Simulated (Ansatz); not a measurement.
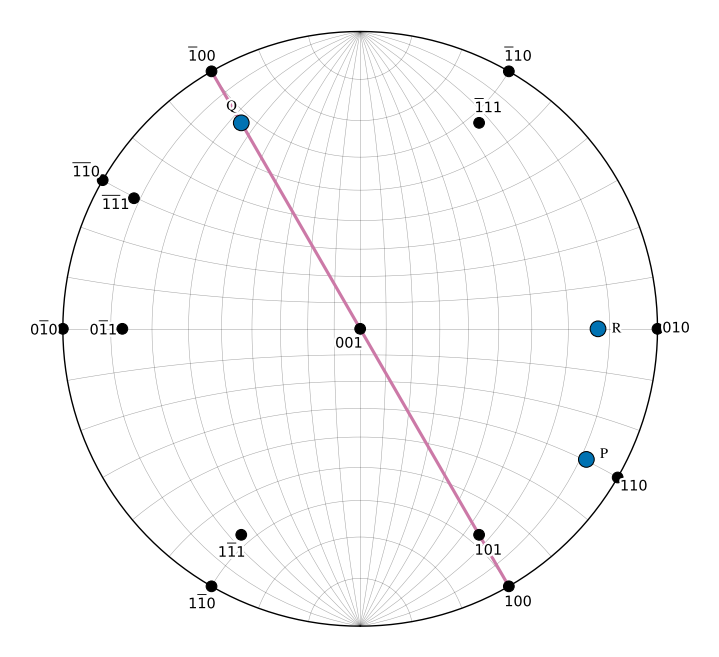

Crystal: WS2, the end point of a relaxation with DFT PBE+D3(BJ), scalar-relativistic, plane waves, PAW in Ansatz. Stereographic projection of plane normals (upper hemisphere) centred on (0 0 1). Symmetry computed with spglib at a tolerance of 0.002 Å; standard conventional cell.

a = 3.154 Å, b = 3.154 Å, c = 12.136 Å, α = 90.00°, β = 90.00°, γ = 120.00°.

> Index the poles marked P, Q, R.

P is (1 1 1), in four indices (1 1 −2 1), 82.6° from the centre; Q is (−1 0 1), in four indices (−1 0 1 1), 77.3° from the centre; R is (0 1 1), in four indices (0 1 −1 1), 77.3° from the centre.

> Which zone does the coloured great circle trace?

The zone [0 1 0]: its poles satisfy k = 0.

> What is the angle between the normals of (−1 1 0) and (0 −1 1), and what are their d_hkl = 1/|g|?

119.2°; d = 2.732 Å and 2.665 Å.
